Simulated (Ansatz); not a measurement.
Here is a crystal structure:

```xyz
3
Lattice="2.5905 0.0000 0.0000 -1.2953 2.2435 0.0000 0.0000 0.0000 7.1398" Properties=species:S:1:pos:R:3 pbc="T T T"
Si    0.0000    0.0000    0.0000
Si    1.2953    0.7478    2.3799
Si    0.0000    1.4956    4.7599
```

### Before looking at a picture, describe the arrangement of atoms.

The element is silicon. The lattice is rhombohedral (trigonal R) and the space group R-3m (No. 166). The cell holds three atoms. Si is linked to twelve Si in a distorted cuboctahedral arrangement at 2.59 to 2.81 Å. The bonds build a three-dimensional framework.

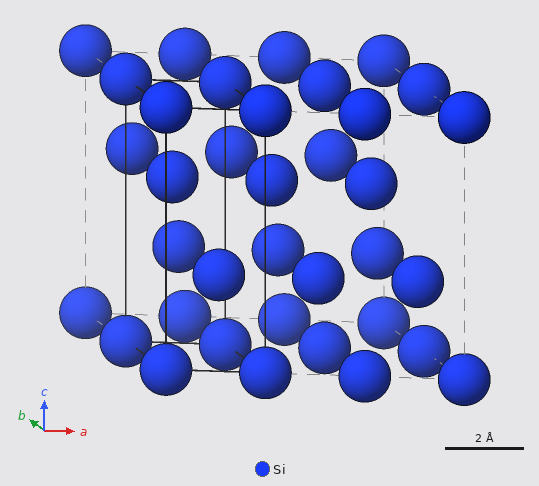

Shown here is a spheres-only view of the crystal, taken slightly off an axis. The conventional unit cell (solid box) is repeated to 3×2×1 cells. Colours: silicon blue.

Origin of the cell: a structure listed in the Materials Project. The cell was then strained or its atoms displaced on purpose. It went into a calculation with Ansatz.

At this level of theory the cell isn't at rest (compressed, at 5 GPa), so its distances can differ from those at equilibrium, the more so the softer the solid.
